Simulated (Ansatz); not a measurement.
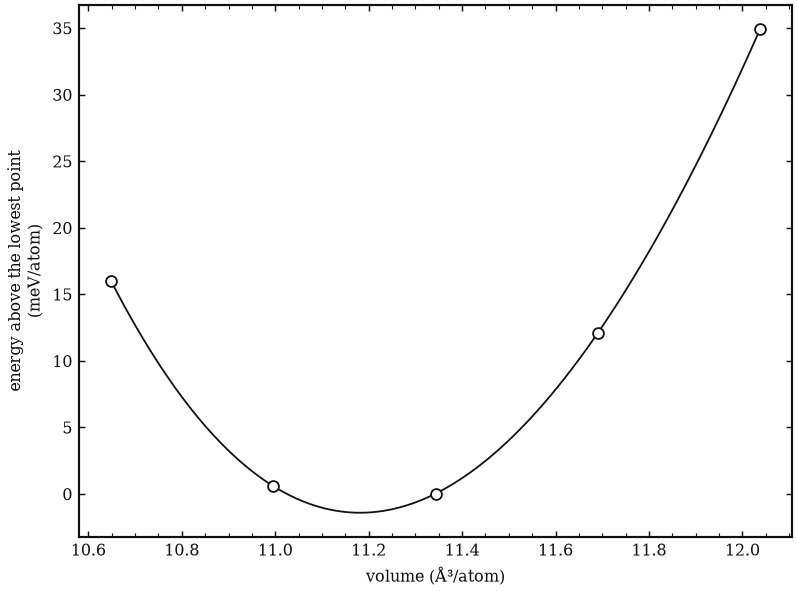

Plotted: energy above the lowest point against volume for AlCo, space group Pm-3m (No. 221) (one of a set of cubic test structures, which need not be the stable phase).

Computed with Ansatz 0.2.0 development build: equation of state of a cubic crystal from periodic Kohn-Sham density functional theory without spin, third-order Birch-Murnaghan fit to the free energies; pressure corrected for the finite basis. Level: HSE06.

```json
{"setting": "structure type", "value": "CsCl"}
{"setting": "atoms in cell", "value": "2"}
{"setting": "space group number", "value": "221"}
{"setting": "lattice centring", "value": "simple cubic"}
{"setting": "k mesh", "value": "4×4×4"}
{"setting": "occupation method", "value": "Fermi–Dirac"}
{"setting": "occupation width", "value": "0.1 eV"}
{"setting": "wave cutoff", "value": "700 eV"}
{"setting": "datasets", "value": "hard PAW"}
{"setting": "density tolerance", "value": "0 eV"}
{"setting": "bands", "value": "18"}
{"setting": "density cutoff ratio", "value": "4"}
{"setting": "search for lower states", "value": "default"}
{"setting": "exchange singularity", "value": "regularized"}
```

From this curve and the settings, what does the calculation give for the pressure at the same points?

The pressure falls from 10.9 GPa at volume 10.65 Å³/atom to −12.7 GPa at 12.04 Å³/atom, and changes sign near 11.19 Å³/atom.

| volume (Å³/atom) | pressure (GPa) |
| --- | --- |
| 10.65 | 10.9 |
| 11.00 | 3.5 |
| 11.34 | −2.8 |
| 11.69 | −8.2 |
| 12.04 | −12.7 |

Keep in mind: coarse k-mesh, values are not converged in k; pseudopotentials made with PBE, not this functional; run without spin, though Co often carries a moment.
